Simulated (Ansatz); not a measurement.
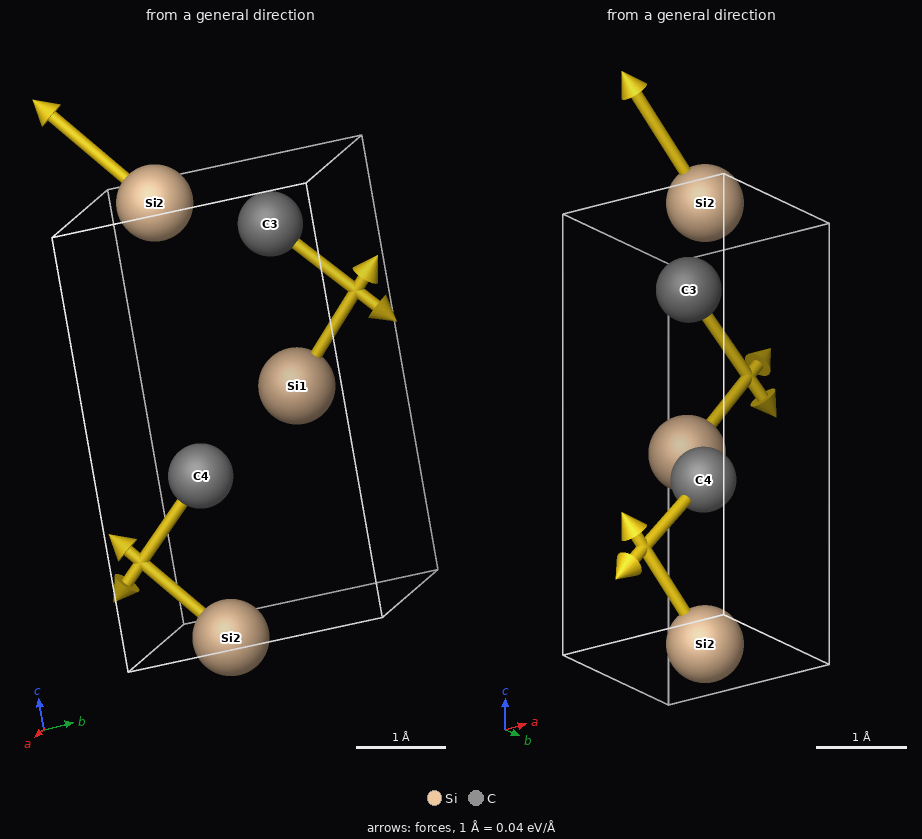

A spheres-only rendering, viewed from two general directions. The box is the simulation cell; atoms on or close to its faces, edges and corners are drawn wherever they repeat. The arrows are the computed forces on the atoms.

System: SiC. The numbers come from Ansatz, DFT, PBE, plane waves, PAW, using a basis cut at 420 eV, Brillouin-zone sampling on a 12×12×6 mesh, Fermi-Dirac smearing of 0.02 eV, no spin polarisation.

**Is the structure at a minimum of the energy?**

No. The atoms still feel forces of up to about 0.059 eV/Å, above a usual threshold of 0.01 to 0.03 eV/Å.

**List the mean force on each species.**

Mean magnitudes: about Si 0.056 eV/Å, C 0.059 eV/Å.

The model was built from a structure listed in the Materials Project. The cell was then strained or its atoms displaced on purpose. It was run through Ansatz as a DFT input.
